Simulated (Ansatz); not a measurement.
## STM study: Rh(100) (Fm-3m bulk, 6 atomic planes (those closer than 0.6 Å count as one), 10 Å)

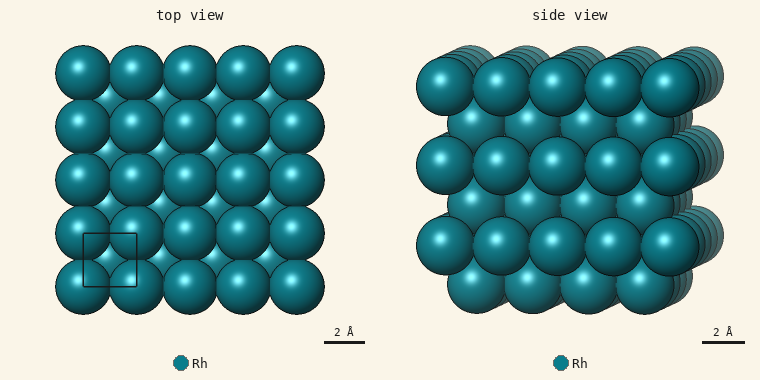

The relaxed structure from above and from the side.

Level of theory: DFT PBE, scalar-relativistic, plane waves, PAW (Ansatz 0.2.0). Cutoff 420 eV, 18 × 18 k-points, Gaussian smearing 0.1 eV, dipole correction. The slab is a cut without reconstruction beyond its cell, at the source's lattice constants, with its lower half held fixed and the rest relaxed. No spin polarisation. The run couldn't confirm all of its levels under its output density. The run warns that the functional's potential is rough in the thin density of the vacuum, where the tip is; weak contrasts and barriers may feel it.

Tersoff–Hamann simulation (s-wave tip); biases are sample biases. Bias windows are sharp sums over the levels of the k mesh.

```cif
data_structure
_symmetry_space_group_name_H-M 'P 1'
_symmetry_Int_Tables_number 1
_cell_length_a 2.6892
_cell_length_b 2.6892
_cell_length_c 26.5078
_cell_angle_alpha 90.000
_cell_angle_beta 90.000
_cell_angle_gamma 90.000
_cell_volume 191.70
loop_
_atom_site_label
_atom_site_type_symbol
_atom_site_fract_x
_atom_site_fract_y
_atom_site_fract_z
_atom_site_occupancy
Rh1 Rh 0.50000 0.50000 0.32066 1
Rh2 Rh 0.00000 0.00000 0.39240 1
Rh3 Rh 0.50000 0.50000 0.46413 1
Rh4 Rh 0.00000 0.00000 0.53723 1
Rh5 Rh 0.50000 0.50000 0.60983 1
Rh6 Rh 0.00000 0.00000 0.67945 1
```

### 1. One image

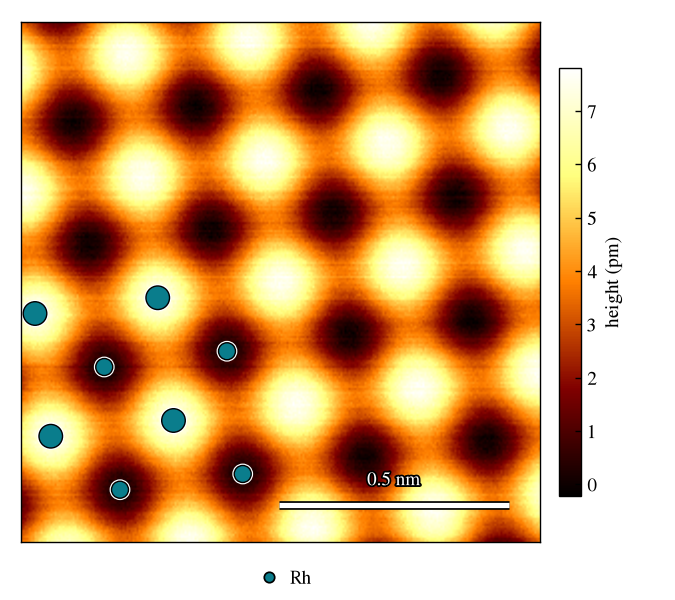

Constant-current image at a set point of 1.4 × 10⁻⁴ e/Å³ of this surface, sample bias −1.00 V. The atoms seen from above are drawn over one corner (deeper ones smaller). Noise was added to mimic a scan.

What lies under the maxima and minima of this image?

Answer. The brightest spots lie over the top Rh atoms; the darkest points are over the sites above the Rh atoms 1.8 Å below the top plane. The corrugation is 8 pm at a mean tip height of 3.5 Å. So weak a contrast (8 pm) depends on the k-mesh and on the tip.

### 2. Approach curves

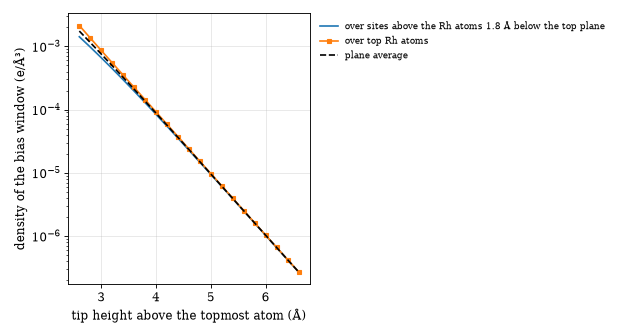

Approach curves over this surface at a sample bias of +1.50 V.

How fast does the current decay, and what apparent barrier height does that imply?

Answer. Near 4 Å the plane average falls as exp(−2.19 z/Å), a factor of 8.9 per ångström, which gives an apparent barrier of 4.6 eV (0.952 eV Å² times the slope squared). The vacuum level lies 5.08 eV above zero bias. The upper edge of the window lies 3.58 eV under it. The apparent barrier is above 3.58 eV. At 4 Å the 0.50 eV of states nearest the upper edge carry 47 % of the density.

### 3. States by depth

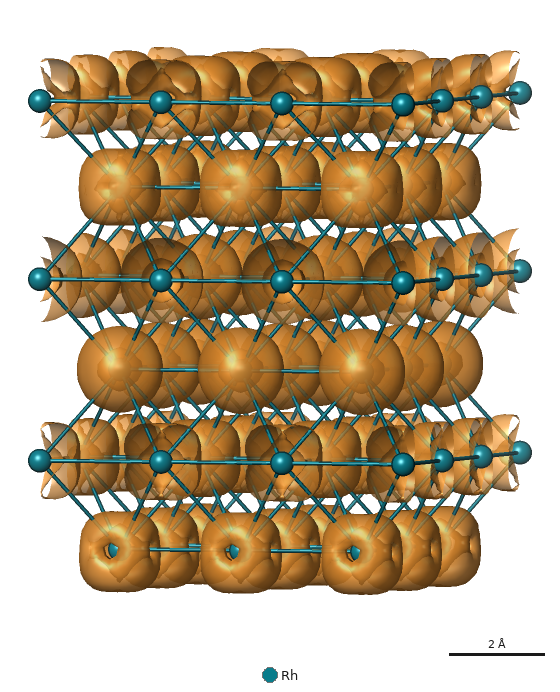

Density of all states between +0.25 and +0.50 eV (zero: the Fermi level) of this surface: orange isosurface at 4.2 × 10⁻² e/Å³, seen from the side.

The picture shows the smooth PAW orbitals' density alone, which lacks about 43 % of these states' charge, near the nuclei; the shares below count all of it.

How is this energy window spread over the atomic planes?

Answer. The window holds 3 states per cell. Shares by plane (space cut midway between planes), top to bottom: Rh 17 %, Rh 17 %, Rh 16 %, Rh 17 %, Rh 17 %, Rh 17 %; the outer planes' shares include the vacuum, and density in a gap between layers is shared out between the planes on either side. The states spread through the slab.
